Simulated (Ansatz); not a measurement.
Input file:

```
crystal:
  lattice:
    - [3.2274645616, 0.0, 0.0]
    - [-1.6137322808, 2.7950663001, 0.0]
    - [0.0, 0.0, 6.31247342]
  atoms:
    - { symbol: Mo, position: [0.0, 0.0, 0.5] }
    - { symbol: S, position: [0.6666666667, 0.3333333333, 0.74468068] }
    - { symbol: S, position: [0.3333333333, 0.6666666667, 0.25531932] }
hamiltonian:
  xc: pbe
  pseudopotentials: { kind: paw_fr }
magnetization:
  noncollinear: true
  spin_orbit: true
kpoints:
  mp_grid: { grid: [9, 9, 4] }
  band_path:
    path:
      - [[0.0, 0.0, 0.0], [0.5, 0.0, 0.0], [0.3333333333, 0.3333333333, 0.0], [0.0, 0.0, 0.0], [0.0, 0.0, 0.5], [0.5, 0.0, 0.5], [0.3333333333, 0.3333333333, 0.5], [0.0, 0.0, 0.5]]
      - [[0.5, 0.0, 0.5], [0.5, 0.0, 0.0]]
      - [[0.3333333333, 0.3333333333, 0.0], [0.3333333333, 0.3333333333, 0.5]]
    npoints: 14
scf:
  occupations: { method: fermi_dirac, width: 0.05 }
  n_extra_bands: 7
output:
  forces: true
  stress: true
  eigenvalues: true
  fatbands: false
  write_density: true
  write_potential: true
  elf: true
  volumetric_format: npy
```

Command:

```sh
ansatz run input.yaml --threads 2 --pin off --max-ram 5120MiB --backend cpu --events-out ev --progress --plain --runs-dir out
```

Below, planes, directions and counts refer to the conventional cell (a = 3.23 Å, b = 3.23 Å, c = 6.31 Å, α = 90.00°, β = 90.00°, γ = 120.00°).

Space group P-3m1; a structure from a database of computed crystals, not necessarily the ambient phase.

Method: Kohn-Sham DFT of a periodic cell, PBE, spin-orbit coupling, Ansatz PAW in Ansatz.

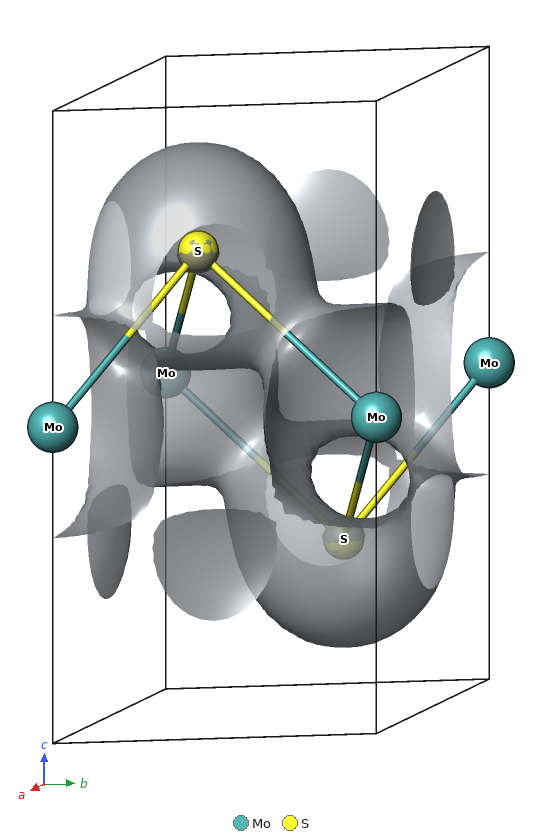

MoS2. Isosurface of the valence electron density at 0.4 e/Å³ (grey), seen slightly off an axis. Sticks mark near contacts.

In a PAW calculation such maps are meaningful between the atoms, not at the nuclei.

**What does this surface tell about the bonding?**

At this value the density is joined into sheets; it holds about 75 % of the electrons treated as valence (semicore included). It bridges the shortest Mo–S (2.42 Å) contacts, where the density stays above the isovalue. On the grid the lowest density along these lines, outside the cores, is 0.56 e/Å³ (Mo–S, 2.42 Å).
